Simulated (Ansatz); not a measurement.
Geometry relaxation, with input and output: Ga3Sb (part 1 of 2)

Ga3Sb (I4/mmm, 4 atoms in the cell), computed with DFT PBEsol+D3(BJ), scalar-relativistic, plane waves, PAW, no spin polarisation (Ansatz 0.2.0).

The structure derives from a Materials Project entry.

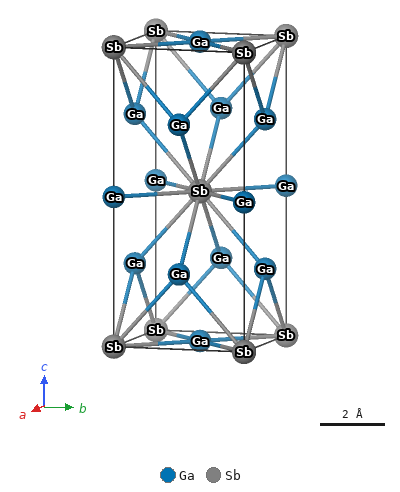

Fig. 1: The input geometry (ball-and-stick view of the cell 2 times as large as that of the calculation, set on its symmetry axes, seen slightly off an axis).

**Key numbers**

```csv
quantity,value
outcome,converged
space group (tolerance 0.01 Å),I4/mmm (139)
electrons treated,54
free energy,−17638.8418 eV
Fermi energy,11.179 eV
gap on the k-point mesh,none (metallic)
pressure,0.01 GPa
final volume,78.40 Å³
largest force (length of the vector) at the end,under 0.001 eV/Å
final cell,"a = 5.365 Å, b = 5.365 Å, c = 5.365 Å, α = 134.08°, β = 134.08°, γ = 66.96°"
hardware,"1 thread of Intel Xeon (Granite Rapids), 192 GiB of memory available, shared host"
wall time,3 min
peak memory,0.84 GiB
```

**Input**
```yaml
crystal:
  lattice:
    - [-2.158799, 2.158799, 4.760484]
    - [2.158799, -2.158799, 4.760484]
    - [2.158799, 2.158799, -4.760484]
  atoms:
    - { symbol: Ga, position: [0.75, 0.25, 0.5] }
    - { symbol: Ga, position: [0.25, 0.75, 0.5] }
    - { symbol: Ga, position: [0.5, 0.5, 0.0] }
    - { symbol: Sb, position: [0.0, 0.0, 0.0] }
basis:
  ecutwfc: 420
kpoints:
  mp_grid: { grid: [14, 14, 14] }
hamiltonian:
  xc: pbesol
  dispersion: d3bj
scf:
  occupations: { method: gaussian, width: 0.1 }
output:
  forces: true
  stress: true
  eigenvalues: true
  write_density: true
  write_potential: true
  elf: true
  volumetric_format: npy
relax:
  adjacent_minimum: "off"
  f_tol: 0.005
  max_steps: 80
  cell: { stress_tol: 0.05 }
```

Run as:
```bash
ansatz run input.yaml --threads 1 --pin off --max-ram 2560MiB --backend cpu --events-out ev --progress --plain --runs-dir out
```

**Output**
```
Engine: ansatz 0.2.0, x86_64-unknown-linux-gnu
Pseudopotentials: kind: paw
Pseudopotential: Ga, paw, valence charge 13, recommended cutoff 420 eV (normal), Ga.paw.azcp
Pseudopotential: Sb, paw, valence charge 15, recommended cutoff 420 eV (normal), Sb.paw.azcp
Functional definition: PBEsol
  exchange = pbesol_x
  correlation = pbesol_c
Crystal: 4 atoms, lattice volume = 88.743 Å³
Basis set: ecut = 420 eV, 1743 PW (Γ), exchange–correlation on 80×80×80 points (8 copies of the dense FFT grid, shifted against one another)
Bands: 33, of which v1, the nominal top of the filled ones, is band 27 counted from 1 (26 counted from 0)
Symmetry: 16 space group operations
Space group: I4/mmm (ITA 139), of the structure as read, at distance tolerance 4.5e-5 Å
k-points: 244 of 2744
Non-local potential: Ga, projectors of the file, l = 0: 2, l = 1: 2, l = 2: 3, l = 3: 1
Non-local potential: Sb, projectors of the file, l = 0: 2, l = 1: 2, l = 2: 2, l = 3: 2
PAW form: soft (Blöchl's): semilocal exchange-correlation on the pseudo side does not see the compensation charge
PAW frozen core: Ga, regenerated for the run's functional, and the local potential with it (the file was generated under x = pbe(κ = 0.804, μ = 0.2195149727645171), c = pbe(β = 0.06672455060314922))
PAW frozen core: Sb, regenerated for the run's functional, and the local potential with it (the file was generated under x = pbe(κ = 0.804, μ = 0.2195149727645171), c = pbe(β = 0.06672455060314922))
PAW one-centre angular grid: Ga, 590 points (default); XC on 64 Gauss nodes
PAW one-centre angular grid: Sb, 590 points (default); XC on 64 Gauss nodes
Initial density: superposition of atomic densities (neutral atoms: chi_scale 0, normalization atom), corrected by the library's trained network
Initial wavefunctions: pseudopotential atomic-orbital guess
Functional: x = pbesol(κ = 0.804, μ = 0.12345679012345678), c = pbesol(β = 0.046)
SCF iter   1: F=—  HF=-17638.626643 eV  |F-HF|=—  |Δ(HF+E_count)|=         —  Δρ=1.91e-3  dr2=2.87e-3  ethr=1.77e-3  ⟨swp⟩=6.6  Hψ=32681  notcnv=0  defer=12
preconditioner: auto → Kerker (q_TF=auto, 2.512 Å⁻¹)  [metal: Δε(μ)=0.021 eV  Ē_g=17.651 eV  σ=0.100 eV  W_gap=0.12  n_scr=30 (ndim 8)  ℏωp=29.0 eV  f_vac=0.000  D(μ)=1.88/eV (n_scr^D=10)]
SCF iter   2: F=—  HF=-17638.623006 eV  |F-HF|=—  |Δ(HF+E_count)|=   3.64e-3  Δρ=1.15e-3  dr2=9.34e-4  ethr=5.31e-6  ⟨swp⟩=2.0  Hψ=15201  notcnv=0  defer=16
SCF iter   3: F=—  HF=-17638.622723 eV  |F-HF|=—  |Δ(HF+E_count)|=   2.82e-4  Δρ=5.06e-4  dr2=2.74e-4  ethr=1.73e-6  ⟨swp⟩=2.2  Hψ=13405  notcnv=0  defer=16
SCF iter   4: F=—  HF=-17638.622636 eV  |F-HF|=—  |Δ(HF+E_count)|=   8.75e-5  Δρ=1.67e-4  dr2=2.49e-5  ethr=5.07e-7  ⟨swp⟩=2.2  Hψ=14158  notcnv=0  defer=16
SCF iter   5: F=—  HF=-17638.622631 eV  |F-HF|=—  |Δ(HF+E_count)|=   4.34e-6  Δρ=4.53e-5  dr2=1.94e-6  ethr=4.62e-8  ⟨swp⟩=2.0  Hψ=14318  notcnv=0  defer=16
SCF iter   6: F=—  HF=-17638.622631 eV  |F-HF|=—  |Δ(HF+E_count)|=   7.31e-7  Δρ=3.23e-5  dr2=5.11e-7  ethr=3.59e-9  ⟨swp⟩=2.0  Hψ=14360  notcnv=0  defer=16
SCF iter   7: F=—  HF=-17638.622630 eV  |F-HF|=—  |Δ(HF+E_count)|=   3.28e-7  Δρ=1.52e-5  dr2=1.19e-7  ethr=9.45e-10  ⟨swp⟩=2.0  Hψ=13605  notcnv=0  defer=16
SCF iter   8: F=-17638.622630 eV  HF=-17638.622630 eV  |F-HF|=6.91e-11  |Δ(HF+E_count)|=   7.61e-8  Δρ=2.46e-6  dr2=5.10e-9  ethr=1.85e-10  ⟨swp⟩=11.3  Hψ=59037  notcnv=0
SCF 1 converged in 8 iterations: F = -17638.622630 eV  dr2 = 5.10e-9
  greatest PAW one-centre occupation: 0.996 electrons in one spin orbital (limit 2), on the Sb atom at site 3 (counted from 0), in its partial waves of l = 2
relax step   1: F+E_penalty+E_count = -17638.62263033 eV  Δ(F+E_penalty+E_count) = +0.000e0 eV  max|allowed force component| = 8.240e-18 eV/Å  Δτ_max = 0.0000 Å  P = -5.941 GPa  Ω = 88.743 Å³  (8 SCF iters, dr2 threshold 1.00e-7 eV, accepted)
Crystal: 4 atoms, lattice volume = 77.633 Å³
Basis set: ecut = 420 eV, 1515 PW (Γ), exchange–correlation on 80×80×80 points (8 copies of the dense FFT grid, shifted against one another)
Initial density: handed on by an earlier stage of this run
Initial wavefunctions: those handed on with the density
iter 1 solved again at ethr=4.01e-5 eV; its pass at ethr=3.10e-3 eV (dr2=2.16e-2 eV) is discarded
SCF iter   1: F=—  HF=-17638.847891 eV  |F-HF|=—  |Δ(HF+E_count)|=         —  Δρ=3.63e-3  dr2=2.28e-2  ethr=4.01e-5  ⟨swp⟩=1.5  Hψ=45894  notcnv=0
preconditioner: auto → Kerker (q_TF=auto, 2.568 Å⁻¹)  [metal: Δε(μ)=0.020 eV  Ē_g=18.097 eV  σ=0.100 eV  W_gap=0.11  n_scr=22 (ndim 8)  ℏωp=31.0 eV  f_vac=0.000  D(μ)=1.56/eV (n_scr^D=10)]
SCF iter   2: F=—  HF=-17638.843818 eV  |F-HF|=—  |Δ(HF+E_count)|=   4.07e-3  Δρ=2.35e-3  dr2=9.67e-3  ethr=4.01e-5  ⟨swp⟩=1.0  Hψ=8052  notcnv=0
SCF iter   3: F=—  HF=-17638.841424 eV  |F-HF|=—  |Δ(HF+E_count)|=   2.39e-3  Δρ=6.33e-4  dr2=3.04e-4  ethr=1.79e-5  ⟨swp⟩=3.0  Hψ=13632  notcnv=0
SCF iter   4: F=—  HF=-17638.841050 eV  |F-HF|=—  |Δ(HF+E_count)|=   3.74e-4  Δρ=2.64e-4  dr2=4.81e-5  ethr=5.62e-7  ⟨swp⟩=2.0  Hψ=13449  notcnv=0
SCF iter   5: F=—  HF=-17638.841044 eV  |F-HF|=—  |Δ(HF+E_count)|=   5.21e-6  Δρ=8.35e-5  dr2=8.24e-6  ethr=8.90e-8  ⟨swp⟩=2.9  Hψ=14583  notcnv=0
SCF iter   6: F=—  HF=-17638.841043 eV  |F-HF|=—  |Δ(HF+E_count)|=   1.58e-6  Δρ=2.29e-5  dr2=5.09e-7  ethr=1.53e-8  ⟨swp⟩=2.0  Hψ=9390  notcnv=0
SCF iter   7: F=-17638.841043 eV  HF=-17638.841043 eV  |F-HF|=3.49e-7  |Δ(HF+E_count)|=   1.21e-8  Δρ=1.33e-5  dr2=1.03e-7  ethr=7.41e-10  ⟨swp⟩=10.1  Hψ=69231  notcnv=0
SCF 2 converged in 7 iterations: F = -17638.841043 eV  dr2 = 1.03e-7
relax step   2: F+E_penalty+E_count = -17638.84104254 eV  Δ(F+E_penalty+E_count) = -2.184e-1 eV  max|allowed force component| = 2.168e-18 eV/Å  Δτ_max = 0.0000 Å  P = +0.644 GPa  Ω = 77.633 Å³  energy of the carried Pulay correction = +2.548e-3 eV  (7 SCF iters, dr2 threshold 4.00e-7 eV, accepted)
Crystal: 4 atoms, lattice volume = 78.569 Å³
Basis set: ecut = 420 eV, 1523 PW (Γ), exchange–correlation on 80×80×80 points (8 copies of the dense FFT grid, shifted against one another)
iter 1 solved again at ethr=3.53e-7 eV; its pass at ethr=3.10e-3 eV (dr2=1.91e-4 eV) is discarded
SCF iter   1: F=—  HF=-17638.842892 eV  |F-HF|=—  |Δ(HF+E_count)|=         —  Δρ=3.94e-4  dr2=2.15e-4  ethr=3.53e-7  ⟨swp⟩=2.1  Hψ=45671  notcnv=0
preconditioner: auto → Kerker (q_TF=auto, 2.563 Å⁻¹)  [metal: Δε(μ)=0.004 eV  Ē_g=18.120 eV  σ=0.100 eV  W_gap=0.02  n_scr=22 (ndim 8)  ℏωp=30.8 eV  f_vac=0.000  D(μ)=1.61/eV (n_scr^D=10)]
SCF iter   2: F=—  HF=-17638.842856 eV  |F-HF|=—  |Δ(HF+E_count)|=   3.57e-5  Δρ=2.52e-4  dr2=8.89e-5  ethr=3.53e-7  ⟨swp⟩=1.0  Hψ=8052  notcnv=0
SCF iter   3: F=—  HF=-17638.842837 eV  |F-HF|=—  |Δ(HF+E_count)|=   1.90e-5  Δρ=7.35e-5  dr2=4.09e-6  ethr=1.65e-7  ⟨swp⟩=2.8  Hψ=13257  notcnv=0
SCF iter   4: F=—  HF=-17638.842832 eV  |F-HF|=—  |Δ(HF+E_count)|=   4.82e-6  Δρ=2.71e-5  dr2=5.28e-7  ethr=7.58e-9  ⟨swp⟩=2.0  Hψ=13421  notcnv=0
SCF iter   5: F=-17638.842832 eV  HF=-17638.842832 eV  |F-HF|=3.38e-8  |Δ(HF+E_count)|=   2.67e-8  Δρ=8.29e-6  dr2=7.97e-8  ethr=7.41e-10  ⟨swp⟩=9.1  Hψ=56792  notcnv=0
SCF 3 converged in 5 iterations: F = -17638.842832 eV  dr2 = 7.97e-8
relax step   3: F+E_penalty+E_count = -17638.84283242 eV  Δ(F+E_penalty+E_count) = -1.790e-3 eV  max|allowed force component| = 2.082e-17 eV/Å  Δτ_max = 0.0000 Å  P = -0.144 GPa  Ω = 78.569 Å³  energy of the carried Pulay correction = +2.320e-3 eV  (5 SCF iters, dr2 threshold 4.00e-7 eV, accepted)
Crystal: 4 atoms, lattice volume = 78.495 Å³
iter 1 solved again at ethr=2.87e-8 eV; its pass at ethr=3.10e-3 eV (dr2=1.55e-5 eV) is discarded
SCF iter   1: F=—  HF=-17638.843498 eV  |F-HF|=—  |Δ(HF+E_count)|=         —  Δρ=1.52e-4  dr2=1.71e-5  ethr=2.87e-8  ⟨swp⟩=3.0  Hψ=46351  notcnv=0
preconditioner: auto → Kerker (q_TF=auto, 2.563 Å⁻¹)  [metal: Δε(μ)=0.001 eV  Ē_g=18.116 eV  σ=0.100 eV  W_gap=0.00  n_scr=22 (ndim 8)  ℏωp=30.8 eV  f_vac=0.000  D(μ)=1.59/eV (n_scr^D=10)]
SCF iter   2: F=—  HF=-17638.843496 eV  |F-HF|=—  |Δ(HF+E_count)|=   1.48e-6  Δρ=1.02e-4  dr2=7.92e-6  ethr=2.87e-8  ⟨swp⟩=1.0  Hψ=8052  notcnv=0
SCF iter   3: F=—  HF=-17638.843495 eV  |F-HF|=—  |Δ(HF+E_count)|=   1.06e-6  Δρ=2.41e-5  dr2=2.73e-7  ethr=7.41e-10  ⟨swp⟩=8.2  Hψ=62414  notcnv=0
SCF iter   4: F=-17638.843495 eV  HF=-17638.843495 eV  |F-HF|=1.37e-9  |Δ(HF+E_count)|=   3.62e-7  Δρ=7.78e-6  dr2=3.01e-8  ethr=5.06e-10  ⟨swp⟩=10.0  Hψ=68945  notcnv=0
SCF 4 converged in 4 iterations: F = -17638.843495 eV  dr2 = 3.01e-8
  Residual-converged pass: ⟨swp⟩=1.0  Hψ=9031  notcnv=0  max |occ|·‖R‖ = 7.1e-9 eV (tolerance 1.0e-8 eV)  dr2=3.01e-8  dr2_onsite=6.96e-9  max |Δocc| = 4.9e-10
relax step   4: F+E_penalty+E_count = -17638.84349490 eV  Δ(F+E_penalty+E_count) = -6.625e-4 eV  max|allowed force component| = 5.204e-18 eV/Å  Δτ_max = 0.0000 Å  P = -0.083 GPa  Ω = 78.495 Å³  energy of the carried Pulay correction = +2.337e-3 eV  (4 SCF iters, dr2 threshold 4.00e-7 eV, accepted)
Crystal: 4 atoms, lattice volume = 78.404 Å³
iter 1 solved again at ethr=7.18e-7 eV; its pass at ethr=3.10e-3 eV (dr2=3.88e-4 eV) is discarded
SCF iter   1: F=—  HF=-17638.843968 eV  |F-HF|=—  |Δ(HF+E_count)|=         —  Δρ=7.62e-4  dr2=4.00e-4  ethr=7.18e-7  ⟨swp⟩=2.1  Hψ=50079  notcnv=0
preconditioner: auto → Kerker (q_TF=auto, 2.564 Å⁻¹)  [metal: Δε(μ)=0.007 eV  Ē_g=18.117 eV  σ=0.100 eV  W_gap=0.04  n_scr=22 (ndim 8)  ℏωp=30.8 eV  f_vac=0.000  D(μ)=1.69/eV (n_scr^D=10)]
SCF iter   2: F=—  HF=-17638.843935 eV  |F-HF|=—  |Δ(HF+E_count)|=   3.37e-5  Δρ=5.11e-4  dr2=1.83e-4  ethr=7.18e-7  ⟨swp⟩=1.0  Hψ=8052  notcnv=0
SCF iter   3: F=—  HF=-17638.843918 eV  |F-HF|=—  |Δ(HF+E_count)|=   1.66e-5  Δρ=1.31e-4  dr2=9.43e-6  ethr=3.38e-7  ⟨swp⟩=2.1  Hψ=12321  notcnv=0
SCF iter   4: F=—  HF=-17638.843908 eV  |F-HF|=—  |Δ(HF+E_count)|=   1.04e-5  Δρ=3.80e-5  dr2=6.32e-7  ethr=1.75e-8  ⟨swp⟩=2.0  Hψ=13446  notcnv=0
SCF iter   5: F=-17638.843908 eV  HF=-17638.843908 eV  |F-HF|=3.17e-8  |Δ(HF+E_count)|=   4.64e-8  Δρ=7.90e-6  dr2=6.75e-8  ethr=4.41e-10  ⟨swp⟩=11.2  Hψ=65022  notcnv=0
SCF 5 converged in 5 iterations: F = -17638.843908 eV  dr2 = 6.75e-8
relax step   5: F+E_penalty+E_count = -17638.84390773 eV  Δ(F+E_penalty+E_count) = -4.128e-4 eV  max|allowed force component| = 1.735e-17 eV/Å  Δτ_max = 0.0000 Å  P = +0.005 GPa  Ω = 78.404 Å³  energy of the carried Pulay correction = +2.356e-3 eV  (5 SCF iters, dr2 threshold 2.38e-7 eV, accepted)
Crystal: 4 atoms, lattice volume = 78.410 Å³
iter 1 solved again at ethr=7.43e-8 eV; its pass at ethr=3.10e-3 eV (dr2=4.01e-5 eV) is discarded
SCF iter   1: F=—  HF=-17638.844308 eV  |F-HF|=—  |Δ(HF+E_count)|=         —  Δρ=2.33e-4  dr2=3.88e-5  ethr=7.43e-8  ⟨swp⟩=3.0  Hψ=47179  notcnv=0
preconditioner: auto → Kerker (q_TF=auto, 2.564 Å⁻¹)  [metal: Δε(μ)=0.004 eV  Ē_g=18.117 eV  σ=0.100 eV  W_gap=0.02  n_scr=22 (ndim 8)  ℏωp=30.8 eV  f_vac=0.000  D(μ)=1.57/eV (n_scr^D=10)]
SCF iter   2: F=—  HF=-17638.844304 eV  |F-HF|=—  |Δ(HF+E_count)|=   3.64e-6  Δρ=1.55e-4  dr2=1.69e-5  ethr=7.18e-8  ⟨swp⟩=1.0  Hψ=8052  notcnv=0
SCF iter   3: F=—  HF=-17638.844303 eV  |F-HF|=—  |Δ(HF+E_count)|=   1.52e-6  Δρ=4.59e-5  dr2=1.23e-6  ethr=3.14e-8  ⟨swp⟩=2.0  Hψ=12531  notcnv=0
SCF iter   4: F=—  HF=-17638.844302 eV  |F-HF|=—  |Δ(HF+E_count)|=   1.28e-6  Δρ=1.30e-5  dr2=7.29e-8  ethr=2.28e-9  ⟨swp⟩=2.0  Hψ=13433  notcnv=0
SCF iter   5: F=-17638.844302 eV  HF=-17638.844302 eV  |F-HF|=4.13e-9  |Δ(HF+E_count)|=   1.09e-9  Δρ=2.77e-6  dr2=6.38e-9  ethr=7.72e-11  ⟨swp⟩=8.6  Hψ=53287  notcnv=0
SCF 6 converged in 5 iterations: F = -17638.844302 eV  dr2 = 6.38e-9
relax step   6: F+E_penalty+E_count = -17638.84430151 eV  Δ(F+E_penalty+E_count) = -3.938e-4 eV  max|allowed force component| = 1.561e-17 eV/Å  Δτ_max = 0.0000 Å  P = -0.007 GPa  Ω = 78.410 Å³  energy of the carried Pulay correction = +2.356e-3 eV  (5 SCF iters, dr2 threshold 4.17e-8 eV, accepted)
Crystal: 4 atoms, lattice volume = 78.386 Å³
iter 1 solved again at ethr=1.62e-7 eV; its pass at ethr=3.10e-3 eV (dr2=8.76e-5 eV) is discarded
SCF iter   1: F=—  HF=-17638.844148 eV  |F-HF|=—  |Δ(HF+E_count)|=         —  Δρ=3.46e-4  dr2=8.51e-5  ethr=1.62e-7  ⟨swp⟩=2.1  Hψ=47324  notcnv=0
preconditioner: auto → Kerker (q_TF=auto, 2.564 Å⁻¹)  [metal: Δε(μ)=0.010 eV  Ē_g=18.120 eV  σ=0.100 eV  W_gap=0.06  n_scr=22 (ndim 8)  ℏωp=30.8 eV  f_vac=0.000  D(μ)=1.54/eV (n_scr^D=10)]
SCF iter   2: F=—  HF=-17638.844139 eV  |F-HF|=—  |Δ(HF+E_count)|=   9.14e-6  Δρ=2.31e-4  dr2=3.85e-5  ethr=1.58e-7  ⟨swp⟩=1.0  Hψ=8052  notcnv=0
SCF iter   3: F=—  HF=-17638.844135 eV  |F-HF|=—  |Δ(HF+E_count)|=   3.54e-6  Δρ=5.26e-5  dr2=1.48e-6  ethr=7.14e-8  ⟨swp⟩=2.3  Hψ=12953  notcnv=0
SCF iter   4: F=—  HF=-17638.844135 eV  |F-HF|=—  |Δ(HF+E_count)|=   5.83e-7  Δρ=1.63e-5  dr2=1.48e-7  ethr=2.74e-9  ⟨swp⟩=2.0  Hψ=13435  notcnv=0
SCF iter   5: F=—  HF=-17638.844135 eV  |F-HF|=—  |Δ(HF+E_count)|=   9.32e-9  Δρ=3.75e-6  dr2=1.37e-8  ethr=2.75e-10  ⟨swp⟩=2.0  Hψ=13410  notcnv=0
SCF iter   6: F=-17638.844135 eV  HF=-17638.844135 eV  |F-HF|=2.85e-9  |Δ(HF+E_count)|=   2.93e-9  Δρ=1.61e-6  dr2=1.88e-9  ethr=2.09e-11  ⟨swp⟩=7.8  Hψ=48189  notcnv=0
SCF 7 converged in 6 iterations: F = -17638.844135 eV  dr2 = 1.88e-9
relax step   7: F+E_penalty+E_count = -17638.84413462 eV  Δ(F+E_penalty+E_count) = +1.669e-4 eV  max|allowed force component| = 8.674e-18 eV/Å  Δτ_max = 0.0000 Å  P = +0.009 GPa  Ω = 78.386 Å³  energy of the carried Pulay correction = +2.363e-3 eV  (6 SCF iters, dr2 threshold 1.13e-8 eV, rejected (line search))
Crystal: 4 atoms, lattice volume = 78.396 Å³
iter 1 solved again at ethr=6.55e-8 eV; its pass at ethr=3.10e-3 eV (dr2=3.54e-5 eV) is discarded
SCF iter   1: F=—  HF=-17638.844386 eV  |F-HF|=—  |Δ(HF+E_count)|=         —  Δρ=2.22e-4  dr2=3.43e-5  ethr=6.55e-8  ⟨swp⟩=3.0  Hψ=46928  notcnv=0
preconditioner: auto → Kerker (q_TF=auto, 2.564 Å⁻¹)  [metal: Δε(μ)=0.018 eV  Ē_g=18.119 eV  σ=0.100 eV  W_gap=0.10  n_scr=22 (ndim 8)  ℏωp=30.8 eV  f_vac=0.000  D(μ)=1.53/eV (n_scr^D=10)]
SCF iter   2: F=—  HF=-17638.844382 eV  |F-HF|=—  |Δ(HF+E_count)|=   3.12e-6  Δρ=1.49e-4  dr2=1.55e-5  ethr=6.36e-8  ⟨swp⟩=1.0  Hψ=8052  notcnv=0
SCF iter   3: F=—  HF=-17638.844382 eV  |F-HF|=—  |Δ(HF+E_count)|=   8.57e-8  Δρ=4.32e-5  dr2=1.04e-6  ethr=2.86e-8  ⟨swp⟩=2.0  Hψ=11940  notcnv=0
SCF iter   4: F=—  HF=-17638.844383 eV  |F-HF|=—  |Δ(HF+E_count)|=   3.73e-7  Δρ=1.19e-5  dr2=5.71e-8  ethr=1.93e-9  ⟨swp⟩=2.0  Hψ=13431  notcnv=0
SCF iter   5: F=—  HF=-17638.844383 eV  |F-HF|=—  |Δ(HF+E_count)|=   6.16e-9  Δρ=2.50e-6  dr2=5.97e-9  ethr=1.06e-10  ⟨swp⟩=2.0  Hψ=12643  notcnv=0
SCF iter   6: F=—  HF=-17638.844383 eV  |F-HF|=—  |Δ(HF+E_count)|=   1.45e-9  Δρ=9.23e-7  dr2=7.05e-10  ethr=1.11e-11  ⟨swp⟩=2.0  Hψ=13346  notcnv=0
SCF iter   7: F=—  HF=-17638.844383 eV  |F-HF|=—  |Δ(HF+E_count)|=  7.28e-11  Δρ=5.66e-7  dr2=2.28e-10  ethr=1.31e-12  ⟨swp⟩=2.0  Hψ=13431  notcnv=0
SCF iter   8: F=—  HF=-17638.844383 eV  |F-HF|=—  |Δ(HF+E_count)|=  1.93e-10  Δρ=2.17e-7  dr2=4.79e-11  ethr=1.00e-12  ⟨swp⟩=2.0  Hψ=11718  notcnv=0
SCF iter   9: F=-17638.844383 eV  HF=-17638.844383 eV  |F-HF|=0.00e0  |Δ(HF+E_count)|=  2.91e-11  Δρ=5.34e-8  dr2=3.58e-12  ethr=1.00e-12  ⟨swp⟩=6.1  Hψ=40664  notcnv=0
SCF 8 converged in 9 iterations: F = -17638.844383 eV  dr2 = 3.58e-12
```
